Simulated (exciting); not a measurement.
Two BSE runs for the N K edge of BN, space group P6_3/mmc. Run A: exciting, all-electron LAPW+lo, PBE, exchange and screened direct term (singlet BSE), 7×7×2 shifted k points, 15 conduction bands, |G+q| up to 3 bohr⁻¹, full RPA screening with nempty = 36, Lorentzian half width 0.45 eV. Run B differs in one setting: k mesh, kernel cutoff, basis, band set, screening or width.

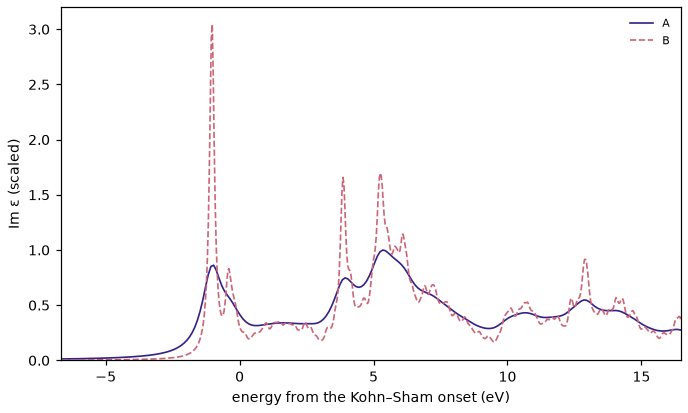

Energy from the Kohn–Sham onset, core level to the lowest empty state found on the meshes used; one zero for both, scaled to A's maximum.

The database entry behind the starting cell differs from later determinations by our own check (about 0.3 % short, minor phase), so it need not match the best structure at ambient conditions.

Question: Which is the likeliest?

The half width (eV) from 0.45 to 0.11. The spectrum differs from run A by 45 % r.m.s. The highest maximum lies at -1.0 eV (3.05), against 5.3 eV (1.00). Only the width of each line changes; the area stays. A table step wider than the lines misses their tops. Other settings could leave a like mark; this is the change that was made.

[Hosts, paths, dates, database ids (printed as entryN), source tags and the programs' standing remarks are cut or masked in the printed files.]
